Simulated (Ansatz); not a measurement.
# Nudged elastic band of Al16O25 (part 1 of 3)

Al16O25 (defect cell, 41 atoms in the cell), computed with DFT PBE-D3(BJ), scalar-relativistic, plane waves, PAW, PAW set soft_1, spin-polarised (Ansatz 0.2.0).

The structure derives from an entry of the Crystallography Open Database. One setting was made poor on purpose. It belongs to a series of runs on one base structure; here: band between the two ends. Figures and captions count atoms from 1; the log counts them from 0 in places.

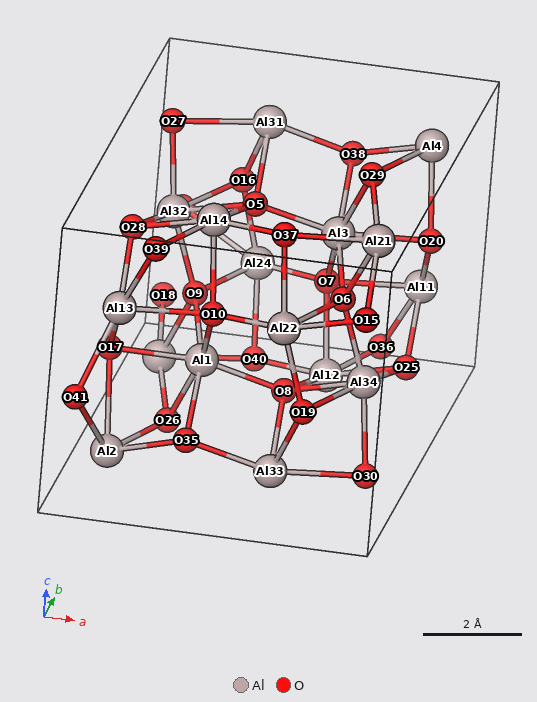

Figure 1. The starting structure (ball-and-stick view of the cell of the calculation, seen at an oblique angle; atoms are numbered from 1 in the order of the input). An atom can appear more than once, as a periodic image.

Input file:
```yaml
crystal:
  lattice:
    - [-4.754, -2.744723, 4.327333]
    - [4.754, -2.744723, 4.327333]
    - [0.0, 5.489446, 4.327333]
  atoms:
    - { symbol: Al, position: [0.35484912, 0.35931834, 0.35158196] }
    - { symbol: Al, position: [0.15069407, 0.15221145, 0.13948239] }
    - { symbol: Al, position: [0.6528629, 0.64653651, 0.65070657] }
    - { symbol: Al, position: [0.85531404, 0.85065006, 0.85386881] }
    - { symbol: O, position: [0.41160234, 0.59013258, 0.7543172] }
    - { symbol: O, position: [0.75084043, 0.40117108, 0.59823037] }
    - { symbol: O, position: [0.60252855, 0.75026434, 0.40605054] }
    - { symbol: O, position: [0.59617293, 0.40726661, 0.24886645] }
    - { symbol: O, position: [0.24885849, 0.60999913, 0.40182724] }
    - { symbol: O, position: [0.40548317, 0.2507823, 0.59324425] }
    - { symbol: Al, position: [0.85658537, 0.85766904, 0.35445465] }
    - { symbol: Al, position: [0.65100479, 0.65209632, 0.14866286] }
    - { symbol: Al, position: [0.15392457, 0.14356832, 0.64717397] }
    - { symbol: Al, position: [0.35712295, 0.3498241, 0.85031845] }
    - { symbol: O, position: [0.90897378, 0.09556564, 0.75298526] }
    - { symbol: O, position: [0.28459164, 0.89232623, 0.61796797], spin: 0.13 }
    - { symbol: O, position: [0.09591719, 0.2847673, 0.40592724], spin: 0.26 }
    - { symbol: O, position: [0.07350877, 0.9026714, 0.1747574], spin: 0.41 }
    - { symbol: O, position: [0.74090608, 0.10097024, 0.40088051] }
    - { symbol: O, position: [0.90600445, 0.74116707, 0.59968159] }
    - { symbol: Al, position: [0.85568816, 0.35163133, 0.85216308] }
    - { symbol: Al, position: [0.65075265, 0.14745601, 0.64910584] }
    - { symbol: Al, position: [0.14849419, 0.64337124, 0.14291928] }
    - { symbol: Al, position: [0.36159485, 0.85633899, 0.36196633] }
    - { symbol: O, position: [0.90347076, 0.59936575, 0.2497109] }
    - { symbol: O, position: [0.254563, 0.40323312, 0.0955031] }
    - { symbol: O, position: [0.10064172, 0.741647, 0.8972227] }
    - { symbol: O, position: [0.10124057, 0.40062799, 0.75230999] }
    - { symbol: O, position: [0.75288909, 0.59507526, 0.90571092] }
    - { symbol: O, position: [0.90409691, 0.25384125, 0.09904582] }
    - { symbol: Al, position: [0.36282369, 0.84995415, 0.8616236] }
    - { symbol: Al, position: [0.15394744, 0.64479568, 0.65276056] }
    - { symbol: Al, position: [0.64664434, 0.14823871, 0.14712968] }
    - { symbol: Al, position: [0.84627936, 0.35762704, 0.3510005] }
    - { symbol: O, position: [0.39850482, 0.09921556, 0.24981403] }
    - { symbol: O, position: [0.73878808, 0.90451609, 0.09436955] }
    - { symbol: O, position: [0.60052517, 0.2488347, 0.90294535] }
    - { symbol: O, position: [0.6057711, 0.90222182, 0.75291667] }
    - { symbol: O, position: [0.25907327, 0.09858624, 0.90064469] }
    - { symbol: O, position: [0.40426404, 0.75005528, 0.10295181] }
    - { symbol: O, position: [0.08506877, -0.01007225, 0.42687515], spin: 0.85 }
magnetization:
  spin_polarized: true
basis:
  ecutwfc: 420.0
kpoints:
  mp_grid: { grid: [2, 2, 2] }
hamiltonian:
  xc: pbe
  dispersion: d3bj
  pseudopotentials: { kind: paw, azcp: { folder: soft_1 } }
scf:
  occupations: { method: gaussian, width: 0.05 }
  lower_state_search: "off"
  max_iter: 99
neb:
  images: 2
  f_tol: 0.05
  max_iterations: 50
  order_check: false
  climbing: false
  final_atoms:
    - { symbol: Al, position: [0.34494033, 0.35705196, 0.33816247] }
    - { symbol: Al, position: [0.14500178, 0.14317428, 0.14200359] }
    - { symbol: Al, position: [0.64738758, 0.64289172, 0.64769301] }
    - { symbol: Al, position: [0.84882788, 0.84279008, 0.85393671] }
    - { symbol: O, position: [0.40134317, 0.60462245, 0.75818213] }
    - { symbol: O, position: [0.76263992, 0.39975964, 0.59590729] }
    - { symbol: O, position: [0.59083111, 0.74639198, 0.40374547] }
    - { symbol: O, position: [0.59368614, 0.39829322, 0.24227773] }
    - { symbol: O, position: [0.23911744, 0.5993757, 0.39403765] }
    - { symbol: O, position: [0.42213647, 0.35009714, 0.58821191] }
    - { symbol: Al, position: [0.84759431, 0.84831985, 0.35053357] }
    - { symbol: Al, position: [0.64406687, 0.64442019, 0.14706483] }
    - { symbol: Al, position: [0.13846029, 0.13370598, 0.64579513] }
    - { symbol: Al, position: [0.34879327, 0.35917003, 0.8561313] }
    - { symbol: O, position: [0.90028595, 0.08896771, 0.75215252] }
    - { symbol: O, position: [0.23637648, 0.88822661, 0.59324999] }
    - { symbol: O, position: [0.09831469, 0.24687369, 0.40138085] }
    - { symbol: O, position: [0.09046119, 0.90276065, 0.24494062] }
    - { symbol: O, position: [0.75240416, 0.0943673, 0.40090835] }
    - { symbol: O, position: [0.89875763, 0.74542355, 0.59483367] }
    - { symbol: Al, position: [0.85255595, 0.34959401, 0.84965779] }
    - { symbol: Al, position: [0.65650716, 0.13581085, 0.64962064] }
    - { symbol: Al, position: [0.14066395, 0.65000879, 0.14570742] }
    - { symbol: Al, position: [0.34684889, 0.84985847, 0.34713539] }
    - { symbol: O, position: [0.89759514, 0.59370682, 0.24805056] }
    - { symbol: O, position: [0.24247444, 0.40382652, 0.0943208] }
    - { symbol: O, position: [0.09219428, 0.74637128, 0.90236023] }
    - { symbol: O, position: [0.09815656, 0.39693557, 0.7477979] }
    - { symbol: O, position: [0.7495672, 0.59002948, 0.90411309] }
    - { symbol: O, position: [0.90098016, 0.24638479, 0.09363029] }
    - { symbol: Al, position: [0.35102138, 0.8500533, 0.85111582] }
    - { symbol: Al, position: [0.14346204, 0.64270431, 0.64356577] }
    - { symbol: Al, position: [0.64499566, 0.14444056, 0.14312296] }
    - { symbol: Al, position: [0.85145697, 0.34823659, 0.34955625] }
    - { symbol: O, position: [0.39867511, 0.09288327, 0.23187662] }
    - { symbol: O, position: [0.74655111, 0.89902567, 0.09699652] }
    - { symbol: O, position: [0.5931608, 0.24588132, 0.89633206] }
    - { symbol: O, position: [0.600541, 0.89346632, 0.7554077] }
    - { symbol: O, position: [0.24684409, 0.09583791, 0.89635883] }
    - { symbol: O, position: [0.39977135, 0.74733722, 0.09581878] }
    - { symbol: O, position: [0.4065385, 0.14280802, 0.5722124] }
```

Run as:
```bash
ansatz run input.yaml --threads 4 --pin off --max-ram 10240MiB --backend cpu --events-out ev --progress --plain --runs-dir out
```

The program's output:
```
Warning: neb: disabling space-group detection — the band's intermediate images generally break the endpoint symmetry, so no spatial operation reduces the k-mesh or symmetrises the density, except that a semilocal band can use its path's symmetry ahead of convergence; time reversal is kept, so that k and −k are solved as one point where they differ and the mesh holds both, and exact exchange and, on two spinor components, a DFT+U term hold to it where the run has them: on two components no moment then forms, and a state that bears one, which a typed moment (crystal.atoms[].spin; refused beside efield: under a hybrid functional) reaches, can lie lower, under hf by electronvolts; crystal.symmetry.detect: false (a key that needs symmetry detection or time reversal refuses this as the deck is read) with time_reversal: false beside it drops time reversal too
Engine: ansatz 0.2.0, x86_64-unknown-linux-gnu
Pseudopotentials: kind: paw
Pseudopotential: Al, paw, valence charge 3, recommended cutoff 420 eV (normal), [file]
Pseudopotential: O, paw, valence charge 6, recommended cutoff 420 eV (normal), [file]
Functional definition: PBE
  parameter kappa = 0.804
  parameter beta = 0.06672455060314922
  exchange = pbe_x(kappa = kappa, mu = beta*pi^2/3)
  correlation = pbe_c(beta = beta)
parallel-image band execution: 2 concurrent image workers
NEB image 0
Crystal: 41 atoms, lattice volume = 338.789 Å³
Basis set: ecut = 420 eV, 6669 PW (Γ), exchange–correlation on 96×96×96 points (8 copies of the dense FFT grid, shifted against one another)
Bands: 141, of which v1, the nominal top of the filled ones, is band 99 counted from 1 (98 counted from 0)
Symmetry: 1 space group operations
k-points: 8
Non-local potential: Al, projectors of the file, l = 0: 2, l = 1: 2, l = 2: 1
Non-local potential: O, projectors of the file, l = 0: 2, l = 1: 2, l = 2: 1
PAW form: soft (Blöchl's): semilocal exchange-correlation on the pseudo side does not see the compensation charge
PAW one-centre angular grid: Al, 110 points (default); XC on 64 Gauss nodes
PAW one-centre angular grid: O, 110 points (default); XC on 64 Gauss nodes
Initial density: superposition of atomic densities (chi_scale 0.1, normalization cell, long waves kept (reshape's long-wave potential 0.12 eV rms))
Starting moments: Σ|m| = 1.65 μB on 4 of 41 sites
Initial wavefunctions: pseudopotential atomic-orbital guess
Functional: x = pbe(κ = 0.804, μ = 0.2195149727645171), c = pbe(β = 0.06672455060314922)
SCF iter   1: F=—  HF=-22862.303671 eV  |F-HF|=—  |Δ(HF+E_count)|=         —  Δρ=7.05e-2 (↑6.86e-2 ↓7.05e-2)  dr2=5.87e1  dr2_m=5.80e-1  M=2.000 μB ∫|m|=2.048 μB  β_m=0.30  ethr=3.10e-3  ⟨swp⟩=6.1  Hψ=9670  notcnv=0  defer=301
preconditioner: auto → Resta (q_TF=auto, 2.495 Å⁻¹)  ε∞=3.4  [insulator: Δε(μ)=0.240 eV  Ē_g=18.422 eV  σ=0.050 eV  W_gap=1.00  n_scr=86 (ndim 8)  ℏωp=28.4 eV  f_vac=0.000  D(μ)=0.03/eV (n_scr^D=0)  ε∞_Penn≈3.4]
spin=Collinear: Resta preconditioning applied to the charge; magnetization (m = ρ↑ − ρ↓) channel mixes plain (no charge-response kernel on spin).
SCF iter   2: F=—  HF=-22850.156189 eV  |F-HF|=—  |Δ(HF+E_count)|=    1.21e1  Δρ=3.32e-2 (↑3.30e-2 ↓3.32e-2)  dr2=1.38e1  dr2_m=2.37e-1  M=2.000 μB ∫|m|=2.052 μB  β_m=1.00  ethr=3.10e-3  ⟨swp⟩=2.1  Hψ=4328  notcnv=0  defer=573
SCF iter   3: F=—  HF=-22846.951792 eV  |F-HF|=—  |Δ(HF+E_count)|=    3.20e0  Δρ=1.64e-2 (↑1.62e-2 ↓1.64e-2)  dr2=1.69e0  dr2_m=3.59e-3  M=2.000 μB ∫|m|=2.090 μB  β_m=0.30  ethr=3.10e-3  ⟨swp⟩=2.1  Hψ=4004  notcnv=0  defer=582
SCF iter   4: F=—  HF=-22846.804304 eV  |F-HF|=—  |Δ(HF+E_count)|=   1.47e-1  Δρ=7.44e-3 (↑7.25e-3 ↓7.44e-3)  dr2=3.12e-1  dr2_m=1.70e-3  M=2.000 μB ∫|m|=2.093 μB  β_m=0.30  ethr=8.53e-4  ⟨swp⟩=2.2  Hψ=1882  notcnv=0  defer=582
SCF iter   5: F=—  HF=-22846.840015 eV  |F-HF|=—  |Δ(HF+E_count)|=   3.57e-2  Δρ=1.61e-3 (↑1.61e-3 ↓1.52e-3)  dr2=1.17e-2  dr2_m=1.64e-3  M=2.000 μB ∫|m|=2.096 μB  β_m=0.30  ethr=1.58e-4  ⟨swp⟩=3.6  Hψ=3373  notcnv=0  defer=582
SCF iter   6: F=—  HF=-22846.852686 eV  |F-HF|=—  |Δ(HF+E_count)|=   1.27e-2  Δρ=9.63e-4 (↑9.63e-4 ↓8.92e-4)  dr2=2.98e-3  dr2_m=1.13e-3  M=2.000 μB ∫|m|=2.099 μB  β_m=0.30  ethr=5.89e-6  ⟨swp⟩=2.0  Hψ=3257  notcnv=0  defer=582
SCF iter   7: F=—  HF=-22846.859191 eV  |F-HF|=—  |Δ(HF+E_count)|=   6.51e-3  Δρ=6.03e-4 (↑6.03e-4 ↓5.01e-4)  dr2=7.66e-4  dr2_m=5.98e-4  M=2.000 μB ∫|m|=2.101 μB  β_m=0.30  ethr=1.51e-6  ⟨swp⟩=2.1  Hψ=3134  notcnv=0  defer=581
SCF iter   8: F=—  HF=-22846.862289 eV  |F-HF|=—  |Δ(HF+E_count)|=   3.10e-3  Δρ=3.59e-4 (↑3.59e-4 ↓3.40e-4)  dr2=1.16e-4  dr2_m=3.49e-4  M=2.000 μB ∫|m|=2.103 μB  β_m=0.30  ethr=3.87e-7  ⟨swp⟩=2.0  Hψ=3258  notcnv=0  defer=581
Mixer restart at iter 8: flushing history
spin-set hold released at iteration 8 (site moments contracting): the magnetisation degrees of freedom join the quasi-Newton model from the next iteration; the mixer history was flushed
SCF iter   9: F=—  HF=-22846.863465 eV  |F-HF|=—  |Δ(HF+E_count)|=   1.18e-3  Δρ=2.80e-4 (↑2.68e-4 ↓2.80e-4)  dr2=7.04e-5  dr2_m=2.16e-4  M=2.000 μB ∫|m|=2.104 μB  β_m=0.65  ethr=5.84e-8  ⟨swp⟩=2.0  Hψ=3162  notcnv=0  defer=581
SCF iter  10: F=—  HF=-22846.865157 eV  |F-HF|=—  |Δ(HF+E_count)|=   1.69e-3  Δρ=6.78e-5 (↑6.78e-5 ↓5.79e-5)  dr2=3.14e-5  dr2_m=2.69e-6  M=2.000 μB ∫|m|=2.109 μB  β_m=0.59  ethr=3.56e-8  ⟨swp⟩=3.0  Hψ=3829  notcnv=0  defer=581
SCF iter  11: F=—  HF=-22846.865143 eV  |F-HF|=—  |Δ(HF+E_count)|=   1.37e-5  Δρ=3.73e-5 (↑1.99e-5 ↓3.73e-5)  dr2=5.06e-6  dr2_m=1.78e-6  M=2.000 μB ∫|m|=2.109 μB  β_m=0.69  ethr=1.58e-8  ⟨swp⟩=2.1  Hψ=3258  notcnv=0  defer=581
SCF iter  12: F=—  HF=-22846.865146 eV  |F-HF|=—  |Δ(HF+E_count)|=   2.47e-6  Δρ=1.47e-5 (↑8.86e-6 ↓1.47e-5)  dr2=1.20e-6  dr2_m=1.27e-7  M=2.000 μB ∫|m|=2.109 μB  β_m=0.64  ethr=2.55e-9  ⟨swp⟩=2.0  Hψ=3258  notcnv=0  defer=581
iter 13 did not close the SCF: its close was put off for a magnetic moment that had not settled (scf_convergence_deferred on its scf_iter line)
SCF iter  13: F=-22846.865146 eV  HF=-22846.865146 eV  |F-HF|=2.37e-8  |Δ(HF+E_count)|=   1.58e-7  Δρ=3.07e-6 (↑2.26e-6 ↓3.07e-6)  dr2=7.50e-8  dr2_m=7.03e-9  M=2.000 μB ∫|m|=2.109 μB  β_m=0.72  ethr=5.05e-11  ⟨swp⟩=2.4  Hψ=7061  notcnv=0
SCF iter  14: F=-22846.865146 eV  HF=-22846.865146 eV  |F-HF|=2.03e-8  |Δ(HF+E_count)|=   4.83e-8  Δρ=2.41e-6 (↑1.41e-6 ↓2.41e-6)  dr2=3.90e-8  dr2_m=2.25e-9  M=2.000 μB ∫|m|=2.109 μB  ethr=3.79e-11  ⟨swp⟩=2.0  Hψ=6160  notcnv=0
SCF 1 converged in 14 iterations: F = -22846.865146 eV  dr2 = 3.90e-8
  greatest PAW one-centre occupation: 0.894 electrons in one spin orbital (limit 2), on the O atom at site 40 (counted from 0), in its partial waves of l = 0
NSCF: frozen V_eff on 8 k-points
NEB image 3
Initial density: superposition of atomic densities (chi_scale 0.1, normalization cell, long waves kept (reshape's long-wave potential 0.15 eV rms))
```
